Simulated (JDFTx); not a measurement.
SnTe

```cif
data_structure
_symmetry_space_group_name_H-M 'P 1'
_symmetry_Int_Tables_number 1
_cell_length_a 6.3017
_cell_length_b 6.3017
_cell_length_c 6.3017
_cell_angle_alpha 90.000
_cell_angle_beta 90.000
_cell_angle_gamma 90.000
_cell_volume 250.25
loop_
_atom_site_label
_atom_site_type_symbol
_atom_site_fract_x
_atom_site_fract_y
_atom_site_fract_z
_atom_site_occupancy
Te1 Te 0.50000 0.00000 0.00000 1
Te2 Te 0.00000 0.50000 0.00000 1
Te3 Te 0.00000 0.00000 0.50000 1
Te4 Te 0.50000 0.50000 0.50000 1
Sn1 Sn 0.00000 0.00000 0.00000 1
Sn2 Sn 0.50000 0.50000 0.00000 1
Sn3 Sn 0.50000 0.00000 0.50000 1
Sn4 Sn 0.00000 0.50000 0.50000 1
```

Space group Fm-3m.

The calculation used Kohn-Sham DFT of a periodic cell, LDA, PseudoDojo-SR-LDA-0.4.1-standard (JDFTx 1.7.0 (patched build)).

In a pseudopotential calculation such maps are meaningful between the atoms, not at the nuclei.

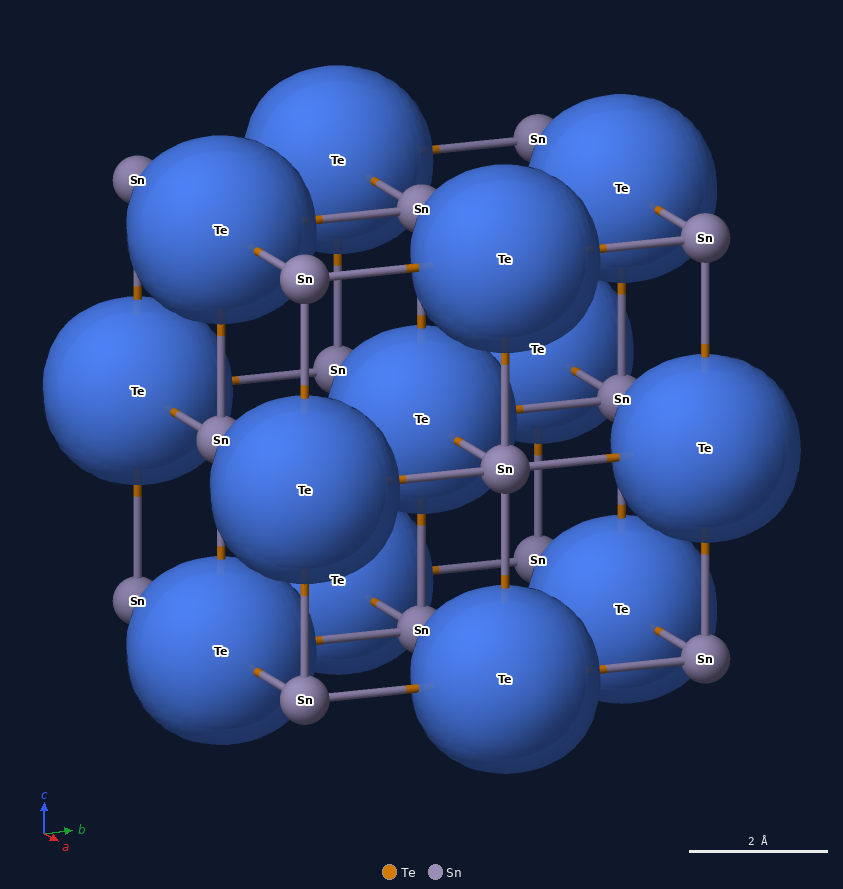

Figure 1. Isosurface of the electron localisation function at 0.6 (blue), seen slightly off an axis. Only the valence region is drawn (cores and ρ < 0.01 e/Å³ removed). Sticks mark near contacts.

Describe the localisation domains.

Answer. The ELF exceeds this value in four regions wrapped around Te (the valence shell of each), counted in one cell of 8 atoms. Regions shared between cells count once. Along the contacts the grid gives the following. Sn–Te (3.15 Å): the ELF peaks at about 0.65 in the valence shell of Te, 1.3 Å from its nucleus, and is about 0.45 at the midpoint.

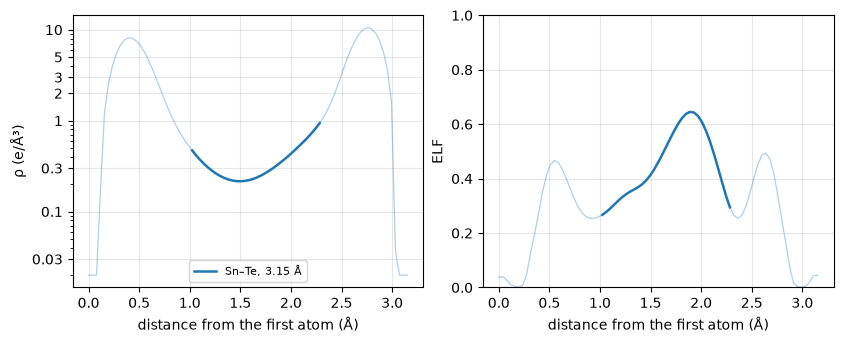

Figure 2. Valence charge density (pseudo) and electron localisation function along straight lines between neighbouring atoms. Thin, pale parts lie inside the atomic spheres.

What can be read from the curves?

Answer. Sn–Te (3.15 Å): ρ at the midpoint is about 0.22 e/Å³; the ELF peaks at about 0.65 in the valence shell of Te, 1.3 Å from its nucleus, and is about 0.45 at the midpoint.

Does the calculation make it a metal, or give it a gap?

Answer. It is gapped, with a Kohn–Sham gap of 0.67 eV on the k-point mesh, an upper bound to the gap of this method.
